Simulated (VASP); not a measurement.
# A VASP study of CdS (Greenockite) (LDA): structure first, properties next, part 3 of 6

What structure does CdS (Greenockite) take at this level, and what are its properties? The start is a cell from a database of measured crystal structures.

VASP 6.6.1, plane waves and PAW; the level of theory is named at each step.

So far, gap on the k-mesh (eV): step 2 (relaxing cell and atoms (LDA)) 1.04; step 3 (second relaxation) 1.05.

The database entry behind the starting cell differs from later determinations by our own check (about 0.35 % long), so it need not match the best structure at ambient conditions.

## 5. Band structure (LDA)

Level of this step: LDA; plane waves and PAW (Cd, S) (VASP).

The mesh alone shows little of the dispersion and can miss band extrema, so KPOINTS_OPT adds a path through the symmetry points after the self-consistent cycle.

INCAR reads:

```
SYSTEM = CdS
PREC = Accurate
ENCUT = 400
EDIFF = 1E-06
NELM = 100
ISMEAR = 0
SIGMA = 0.05
LREAL = .FALSE.
ALGO = Normal
GGA = CA
NBANDS = 32
LORBIT = 11
LWAVE = .FALSE.
LCHARG = .FALSE.
KPAR = 4
```

POSCAR reads:

```
CdS
1.0
    4.0760154983      0.0000000000      0.0000000000
   -2.0380077491      3.5299329677      0.0000000000
    0.0000000000      0.0000000000      6.6442264195
Cd S
2 2
Direct
    0.3333333333      0.6666666667      0.9995662760
    0.6666666667      0.3333333333      0.4995662760
    0.3333333333      0.6666666667      0.3754337240
    0.6666666667      0.3333333333      0.8754337240
```

KPOINTS reads:

```
Automatic mesh
0
Gamma
6 6 4
0 0 0
```

KPOINTS_OPT reads:

```
Line mode
16
Line-mode
Reciprocal
  0.00000000   0.00000000   0.00000000 GAMMA
  0.50000000   0.00000000   0.00000000 M

  0.50000000   0.00000000   0.00000000 M
  0.33333333   0.33333333   0.00000000 K

  0.33333333   0.33333333   0.00000000 K
  0.00000000   0.00000000   0.00000000 GAMMA

  0.00000000   0.00000000   0.00000000 GAMMA
  0.00000000   0.00000000   0.50000000 A

  0.00000000   0.00000000   0.50000000 A
  0.50000000   0.00000000   0.50000000 L

  0.50000000   0.00000000   0.50000000 L
  0.33333333   0.33333333   0.50000000 H

  0.33333333   0.33333333   0.50000000 H
  0.00000000   0.00000000   0.50000000 A

  0.50000000   0.00000000   0.50000000 L
  0.50000000   0.00000000   0.00000000 M

  0.33333333   0.33333333   0.00000000 K
  0.33333333   0.33333333   0.50000000 H
```

Potentials, in the order of the species: Cd and S (LDA family, release 64).

Launch:

```sh
mpirun -np 4 vasp_std
```

The log of the run:

```text
[... set-up lines as in an earlier step ...]
 entering main loop
       N       E                     dE             d eps       ncg     rms          rms(c)
DAV:   1     0.218139842427E+03    0.21814E+03   -0.14909E+04  1352   0.846E+02
DAV:   2    -0.509534026939E+01   -0.22324E+03   -0.21317E+03  1520   0.254E+02
DAV:   3    -0.157583261539E+02   -0.10663E+02   -0.10610E+02  1664   0.582E+01
DAV:   4    -0.158401838181E+02   -0.81858E-01   -0.81844E-01  1496   0.496E+00
DAV:   5    -0.158413516419E+02   -0.11678E-02   -0.11678E-02  1656   0.566E-01    0.125E+01
DAV:   6    -0.148658736342E+02    0.97548E+00   -0.12753E+00  1904   0.120E+01    0.964E+00
DAV:   7    -0.148236378419E+02    0.42236E-01   -0.54950E-01  1640   0.360E+00    0.353E+00
DAV:   8    -0.148116789231E+02    0.11959E-01   -0.71379E-02  1520   0.229E+00    0.502E-01
DAV:   9    -0.148107326092E+02    0.94631E-03   -0.92147E-03  1576   0.110E+00    0.106E-01
DAV:  10    -0.148105780910E+02    0.15452E-03   -0.63007E-04  1568   0.279E-01    0.724E-02
DAV:  11    -0.148106084816E+02   -0.30391E-04   -0.19670E-04  1592   0.882E-02    0.247E-02
DAV:  12    -0.148105986103E+02    0.98713E-05   -0.52449E-05  1688   0.735E-02    0.155E-02
DAV:  13    -0.148105988974E+02   -0.28715E-06   -0.56141E-06  1576   0.168E-02
   1 F= -.14810599E+02 E0= -.14810599E+02  d E =-.374156E-14
 Start KPOINTS_OPT (optional k-point list driver)
k-point batch [1-21\144]
       N       E                     dE             ncg
DAV:   1     0.138705795358E+04   -0.10557E+05     1344
DAV:   2    -0.334900384835E+04   -0.47361E+04     1536
DAV:   3    -0.357654157328E+04   -0.22754E+03     1648
DAV:   4    -0.357823260834E+04   -0.16910E+01     1496
DAV:   5    -0.357825540901E+04   -0.22801E-01     1720
DAV:   6    -0.357825584743E+04   -0.43842E-03     1480
DAV:   7    -0.357825585790E+04   -0.10468E-04     1704
DAV:   8    -0.357825585813E+04   -0.23337E-06     1064
[...]
k-point batch [127-144\144]
       N       E                     dE             ncg
DAV:   1     0.393203511980E+04   -0.17886E+05     1152
DAV:   2    -0.492541304391E+02   -0.39813E+04     1312
DAV:   3    -0.229115977402E+03   -0.17986E+03     1408
DAV:   4    -0.230388791993E+03   -0.12728E+01     1360
DAV:   5    -0.230405669914E+03   -0.16878E-01     1424
DAV:   6    -0.230405979915E+03   -0.31000E-03     1368
DAV:   7    -0.230405986409E+03   -0.64947E-05     1432
DAV:   8    -0.230405986533E+03   -0.12380E-06     1048
```

Wall time 21 s (4 MPI ranks of Intel Xeon 6975P-C (Granite Rapids), shared host); peak memory 0.84 GiB; 78 s of CPU time.

From OUTCAR (step 5):

```text
   k-points           NKPTS =     21   k-points in BZ     NKDIM =     21   number of bands    NBANDS=     32

   NELECT =      36.0000    total number of electrons

 E-fermi :   1.7168

 k-point     1 :       0.0000    0.0000    0.0000
  band No.  band energies     occupation
    ...
     14       0.6311      2.00000
     15       0.6311      2.00000
     16       1.4028      2.00000
     17       1.4650      2.00000
     18       1.4650      2.00000
     19       2.5127      0.00000
     20       4.0947      0.00000
     21       7.7508      0.00000
     22       7.7508      0.00000
     23       8.0328      0.00000
    ...

  Total       -0.0054674     -0.0054674     -0.0055991     -0.0000000      0.0000000      0.0000000
  in kB       -0.0916319     -0.0916319     -0.0938394     -0.0000000      0.0000000      0.0000000
  external PRESSURE =      -0.0923677 kB  Pullay stress =       0.0000000 kB

 POSITION                                       TOTAL-FORCE (eV/Angst)
 -----------------------------------------------------------------------------------
     -0.00000      2.35329      6.64134         0.000000      0.000000     -0.002745
      2.03801      1.17664      3.31923         0.000000     -0.000000     -0.002745
     -0.00000      2.35329      2.49447         0.000000      0.000000      0.002745
      2.03801      1.17664      5.81658        -0.000000     -0.000000      0.002745
 -----------------------------------------------------------------------------------
    total drift:                               -0.000000      0.000000      0.000251

  FREE ENERGIE OF THE ION-ELECTRON SYSTEM (eV)
  ---------------------------------------------------
  free  energy   TOTEN  =       -14.8105988974 eV

  energy  without entropy=      -14.8105988974  energy(sigma->0) =      -14.81059890

[... 9 parts as in an earlier step ...]

[... 7 further parts left out ...]
```

Spin-orbit coupling is off here; it would split degenerate levels.

Numbers from this step:

* SCF cycles: 13
* bands: 32
* Fermi energy: 1.717 eV
* pressure: -0.009237 GPa
* least gap on mesh and path: 1.048 eV
* least direct gap on mesh and path: 1.048 eV

Electronic bands along the path, in eV, zero at the valence-band top; v1 is the highest filled band, c1 the lowest empty one:

```
    point     v4     v3     v2     v1    c1    c2    c3    c4
        Γ  -0.83  -0.06   0.00   0.00  1.05  2.63  6.29  6.29
        M  -2.91  -2.06  -1.46  -0.83  3.61  3.67  4.87  6.34
        K  -3.42  -2.05  -2.05  -1.82  4.31  5.12  5.12  6.99
        Γ  -0.83  -0.06   0.00   0.00  1.05  2.63  6.29  6.29
        A  -0.43  -0.43  -0.43  -0.43  2.72  2.72  6.01  6.01
        L  -1.48  -1.48  -1.47  -1.47  3.26  3.26  5.21  5.21
        H  -2.69  -2.69  -1.25  -1.25  4.26  4.26  5.87  5.87
        A  -0.43  -0.43  -0.43  -0.43  2.72  2.72  6.01  6.01
jump to L  -1.48  -1.48  -1.47  -1.47  3.26  3.26  5.21  5.21
        M  -2.91  -2.06  -1.46  -0.83  3.61  3.67  4.87  6.34
jump to K  -3.42  -2.05  -2.05  -1.82  4.31  5.12  5.12  6.99
        H  -2.69  -2.69  -1.25  -1.25  4.26  4.26  5.87  5.87
```

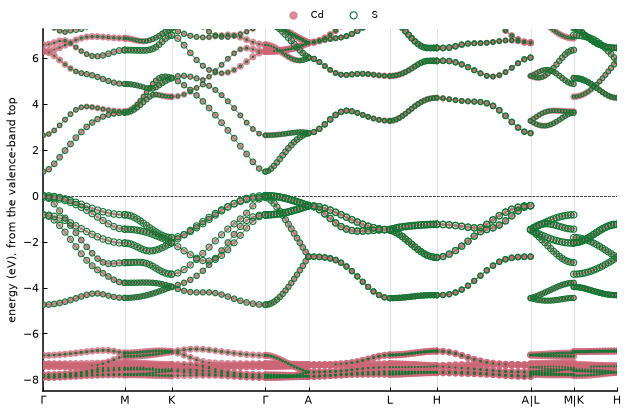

Electronic bands along the path; dots are coloured as in the legend, and their area grows with the weight.

The path finds the gap of the mesh within 0.02 eV, so the mesh comes close to both band edges.

## 6. Total and projected DOS (LDA)

Here the states are counted by energy and projected on the atoms. The mesh is finer than in the run before.

INCAR, as its differences from that of step 5:

```diff
@@ -5,3 +5,3 @@
 NELM = 100
-ISMEAR = 0
+ISMEAR = -5
 SIGMA = 0.05
@@ -15 +15,2 @@
 KPAR = 4
+NEDOS = 2001
```

POSCAR is that of step 5.

KPOINTS reads:

```
Automatic mesh
0
Gamma
9 9 5
0 0 0
```

Launch:

```sh
mpirun -np 4 vasp_std
```

The log of the run:

```text
[... set-up lines as in an earlier step ...]
 entering main loop
       N       E                     dE             d eps       ncg     rms          rms(c)
DAV:   1     0.219812635121E+03    0.21981E+03   -0.14945E+04  2320   0.851E+02
DAV:   2    -0.482342473359E+01   -0.22464E+03   -0.21474E+03  2640   0.256E+02
DAV:   3    -0.157555892700E+02   -0.10932E+02   -0.10875E+02  2864   0.590E+01
DAV:   4    -0.158416897226E+02   -0.86100E-01   -0.86086E-01  2640   0.506E+00
DAV:   5    -0.158429142681E+02   -0.12245E-02   -0.12245E-02  2880   0.575E-01    0.125E+01
DAV:   6    -0.148689731124E+02    0.97394E+00   -0.12798E+00  3232   0.120E+01    0.964E+00
DAV:   7    -0.148269978283E+02    0.41975E-01   -0.54839E-01  2864   0.360E+00    0.353E+00
DAV:   8    -0.148150500547E+02    0.11948E-01   -0.71495E-02  2624   0.229E+00    0.501E-01
DAV:   9    -0.148141013830E+02    0.94867E-03   -0.91846E-03  2744   0.110E+00    0.105E-01
DAV:  10    -0.148139479660E+02    0.15342E-03   -0.62757E-04  2680   0.278E-01    0.720E-02
DAV:  11    -0.148139783126E+02   -0.30347E-04   -0.19508E-04  2808   0.874E-02    0.254E-02
DAV:  12    -0.148139684029E+02    0.99097E-05   -0.54135E-05  2872   0.741E-02    0.154E-02
DAV:  13    -0.148139685793E+02   -0.17645E-06   -0.57365E-06  2688   0.174E-02
   1 F= -.14813969E+02 E0= -.14813969E+02  d E =0.000000E+00
```

The job ended after 8 s (4 MPI ranks; peak memory 0.75 GiB; 28 s of CPU time).

From OUTCAR (step 6):

```text
   k-points           NKPTS =     36   k-points in BZ     NKDIM =     36   number of bands    NBANDS=     32

   NELECT =      36.0000    total number of electrons

 E-fermi :   1.4691

 k-point     1 :       0.0000    0.0000    0.0000
  band No.  band energies     occupation
    ...
     14       0.6296      2.00000
     15       0.6296      2.00000
     16       1.4014      2.00000
     17       1.4633      2.00000
     18       1.4633      2.00000
     19       2.5121      0.00000
     20       4.0944      0.00000
     21       7.7504      0.00000
     22       7.7504      0.00000
     23       8.0324      0.00000
    ...

  Total       -0.0129976     -0.0129976      0.0037451     -0.0000000      0.0000000      0.0000000
  in kB       -0.2178342     -0.2178342      0.0627669     -0.0000000      0.0000000      0.0000000
  external PRESSURE =      -0.1243005 kB  Pullay stress =       0.0000000 kB

 POSITION                                       TOTAL-FORCE (eV/Angst)
 -----------------------------------------------------------------------------------
     -0.00000      2.35329      6.64134        -0.000000     -0.000000     -0.003962
      2.03801      1.17664      3.31923         0.000000      0.000000     -0.003962
     -0.00000      2.35329      2.49447         0.000000      0.000000      0.003962
      2.03801      1.17664      5.81658        -0.000000      0.000000      0.003962
 -----------------------------------------------------------------------------------
    total drift:                               -0.000000      0.000000      0.000234

  FREE ENERGIE OF THE ION-ELECTRON SYSTEM (eV)
  ---------------------------------------------------
  free  energy   TOTEN  =       -14.8139685793 eV

  energy  without entropy=      -14.8139685793  energy(sigma->0) =      -14.81396858

[... 7 parts as in an earlier step ...]

[... 9 further parts left out ...]
```

Numbers from this step:

```yaml
irreducible_k_points: 36
fermi_energy: 1.469 eV
pressure: -0.01243 GPa
gap_on_the_k_mesh: 1.049 eV
least_direct_gap_on_the_k_mesh: 1.049 eV
```

The density of states has structure finer than the step of the table below, so its rows give means over 2 eV, whole bins alone (the curve runs from -12.0 to 6.78 eV). Peaks (eV: height): total -7.8: 40.3, -7.4: 43.6, -1.2: 6.25, 5.3: 6.47; S p -7.8: 1.37, -4.2: 1.52, -2.1: 1.46, -1.2: 2.75; Cd s -4.2: 1.16, 3.9: 0.641, 5.3: 0.527; Cd d -7.8: 35.2, -7.4: 40.9; Cd p -1.2: 0.407, 3.9: 0.186, 5.3: 0.511, 6.7: 0.909.

States under -12.0 eV and over 6.8 eV are left out. Density of states against energy, zero at the valence-band top; means over each step; values in states/eV/cell:

```
energy (eV)  total      S p     Cd s     Cd d     Cd p      S s
        -10      0        0        0        0        0        0
         -8   9.11    0.169   0.0225     8.20  0.00862   0.0281
         -6  0.930  0.00543  0.00587    0.796  0.00403   0.0539
         -4   1.74    0.466    0.307    0.117   0.0377   0.0360
         -2   3.36     1.32   0.0692    0.252    0.230   0.0262
          0  0.929    0.438  0.00267   0.0936   0.0471  0.00143
          2  0.163   0.0265   0.0293  0.00128  0.00499   0.0225
          4   1.89    0.232    0.341   0.0427   0.0996    0.116
```

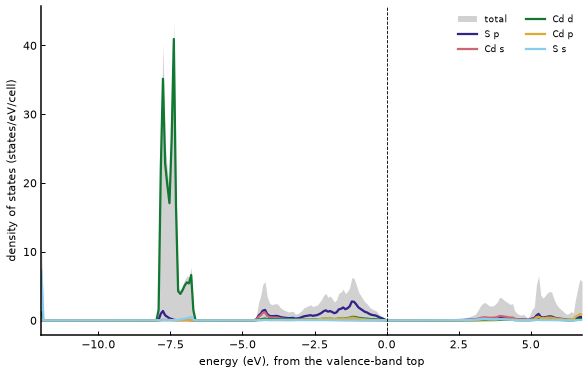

Density of states against energy.

The gap on this mesh is 1.05 eV. In the top eV of the valence band the largest shares in the PAW spheres are S p 47 %, Cd d 10 % and Cd p 5 %; in the lowest eV of the conduction band, Cd s 19 %, S s 17 % and S p 14 %. The rest lies in smaller channels or between the spheres.

## 7. Independent-particle dielectric function (LDA)

LOPTICS sums transitions from filled to empty bands. NBANDS is raised for it.

INCAR reads:

```
SYSTEM = CdS
PREC = Accurate
ENCUT = 400
EDIFF = 1E-06
NELM = 100
ISMEAR = 0
SIGMA = 0.05
LREAL = .FALSE.
ALGO = Normal
GGA = CA
NBANDS = 50
LORBIT = 11
LWAVE = .FALSE.
LCHARG = .FALSE.
KPAR = 4
LOPTICS = .TRUE.
NEDOS = 1500
CSHIFT = 0.1
```

POSCAR is that of step 6.

KPOINTS is that of step 6.

Launch:

```sh
mpirun -np 4 vasp_std
```

The log of the run:

```text
[... set-up lines as in an earlier step ...]
 entering main loop
       N       E                     dE             d eps       ncg     rms          rms(c)
DAV:   1     0.250696294841E+03    0.25070E+03   -0.13332E+04  3632   0.542E+02
DAV:   2    -0.227510878536E+01   -0.25297E+03   -0.22875E+03  4098   0.185E+02
DAV:   3    -0.157590039375E+02   -0.13484E+02   -0.13350E+02  4322   0.464E+01
DAV:   4    -0.158423257252E+02   -0.83322E-01   -0.83295E-01  4136   0.371E+00
DAV:   5    -0.158429318032E+02   -0.60608E-03   -0.60606E-03  4254   0.283E-01    0.125E+01
DAV:   6    -0.148756582618E+02    0.96727E+00   -0.48093E-01  5152   0.766E+00    0.981E+00
DAV:   7    -0.148254731500E+02    0.50185E-01   -0.34117E-01  4306   0.199E+00    0.350E+00
DAV:   8    -0.148146239070E+02    0.10849E-01   -0.34976E-02  4122   0.122E+00    0.449E-01
DAV:   9    -0.148140019183E+02    0.62199E-03   -0.42736E-03  4172   0.483E-01    0.136E-01
DAV:  10    -0.148139585457E+02    0.43373E-04   -0.30963E-04  4170   0.127E-01    0.981E-02
DAV:  11    -0.148139687705E+02   -0.10225E-04   -0.86488E-05  4108   0.401E-02    0.569E-02
DAV:  12    -0.148139683035E+02    0.46698E-06   -0.37434E-06  4120   0.131E-02
   1 F= -.14813968E+02 E0= -.14813968E+02  d E =-.418370E-12
 optical routines
 imaginary and real dielectric function
 recalculating local potential from charge density
 direction            1
 direction            2
 direction            3
```

It took 11 s on 4 MPI ranks; peak memory 1.1 GiB.

OUTCAR, selected parts (step 7):

```text
   k-points           NKPTS =     36   k-points in BZ     NKDIM =     36   number of bands    NBANDS=     50

   NELECT =      36.0000    total number of electrons

 E-fermi :   1.6847

 k-point     1 :       0.0000    0.0000    0.0000
  band No.  band energies     occupation
    ...
     14       0.6295      2.00000
     15       0.6295      2.00000
     16       1.4013      2.00000
     17       1.4632      2.00000
     18       1.4632      2.00000
     19       2.5119      0.00000
     20       4.0943      0.00000
     21       7.7503      0.00000
     22       7.7503      0.00000
     23       8.0324      0.00000
    ...

  Total       -0.0014991     -0.0014991      0.0149829     -0.0000000      0.0000000      0.0000000
  in kB       -0.0251248     -0.0251248      0.2511082     -0.0000000      0.0000000      0.0000000
  external PRESSURE =       0.0669528 kB  Pullay stress =       0.0000000 kB

 POSITION                                       TOTAL-FORCE (eV/Angst)
 -----------------------------------------------------------------------------------
     -0.00000      2.35329      6.64134         0.000000     -0.000000     -0.003967
      2.03801      1.17664      3.31923        -0.000000      0.000000     -0.003967
     -0.00000      2.35329      2.49447         0.000000      0.000000      0.003967
      2.03801      1.17664      5.81658        -0.000000     -0.000000      0.003967
 -----------------------------------------------------------------------------------
    total drift:                               -0.000000      0.000000      0.000178

  FREE ENERGIE OF THE ION-ELECTRON SYSTEM (eV)
  ---------------------------------------------------
  free  energy   TOTEN  =       -14.8139683035 eV

  energy  without entropy=      -14.8139683035  energy(sigma->0) =      -14.81396830

 plasma frequency squared (from intraband transitions) (eV^2)
  --------------------------------------------------------------------------------------
       0.000       0.000       0.000
       0.000       0.000       0.000
       0.000       0.000       0.000

[... 9 parts as in an earlier step ...]

[... 7 further parts left out ...]
```

These are independent-particle spectra without excitons or local fields, and fine structure depends on the mesh and on CSHIFT.

This step gave:

| Item | Value |
| --- | --- |
| SCF cycles | 12 |
| bands | 50 |
| Fermi energy | 1.685 eV |
| pressure | 0.006695 GPa |

The imaginary dielectric function has structure finer than the step of the table below, so its rows give means over 2 eV, whole bins alone (the curve runs from 0 to 25.0 eV). Peaks (eV: height): xx 1.9: 3.03, 3.4: 4.57, 4.1: 8.06, 5.2: 8.32, 5.7: 7.87, 6.4: 10.6, 7.8: 7.89; zz 1.9: 3.89, 3.2: 3.87, 4.1: 8.07, 4.6: 11.1, 5.1: 8.77, 6.7: 8.68, 7.9: 8.86.

The imaginary dielectric function by photon energy; means over each step:

```
photon energy (eV)     xx     zz
                 2   1.49   1.58
                 4   4.82   5.45
                 6   7.58   7.11
                 8   5.58   5.53
                10   2.07   2.11
                12   1.32   1.27
                14  0.946  0.983
                16  0.641  0.625
                18  0.480  0.443
                20  0.492  0.510
                22  0.382  0.386
```

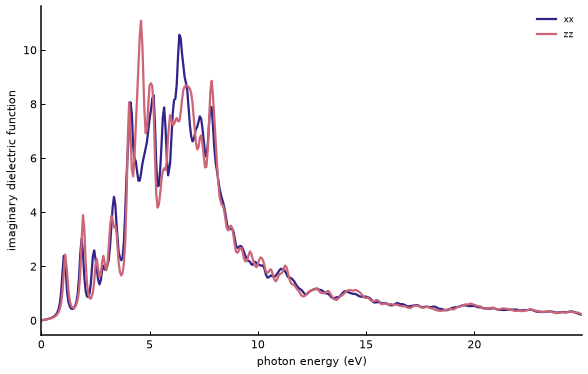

Imaginary dielectric function, plotted against photon energy.

Real dielectric function against photon energy:

```
photon energy (eV)      xx      zz
               0.0    6.96    7.02
               2.5    6.65    7.85
               5.0    5.99    4.23
               7.5   -1.09  -0.668
              10.0   -1.19  -0.917
              12.5  -0.320  -0.297
              15.0  -0.156  -0.211
              17.5   0.144   0.144
              20.0   0.316   0.309
              22.5   0.404   0.434
```

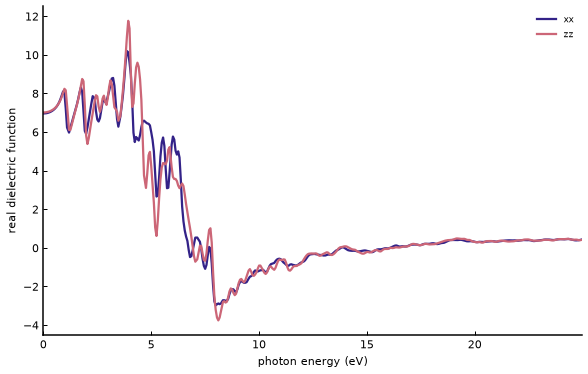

Real dielectric function against photon energy.

The mean of ε2 over directions passes 5 % of its top at 0.85 eV, against a least direct gap of 1.05 eV on this mesh; what lies under the gap is the tail of the broadening by CSHIFT.

(Part 3 of 6 ends here.)

[Lines on the potential files, build, host, timing and source positions are cut from VASP's logs without a mark.]

[Logs are printed without paths, hosts, clocks, repeated set-up lines and the standing remarks that a program may print on its own settings, such as how far it seeks lower states.]

[Hosts, paths, dates, database ids (printed as entryN), source tags and the programs' standing remarks are cut or masked in the printed files.]

[A measured line is paired with the nearest computed mode of its activity, which favours agreement.]
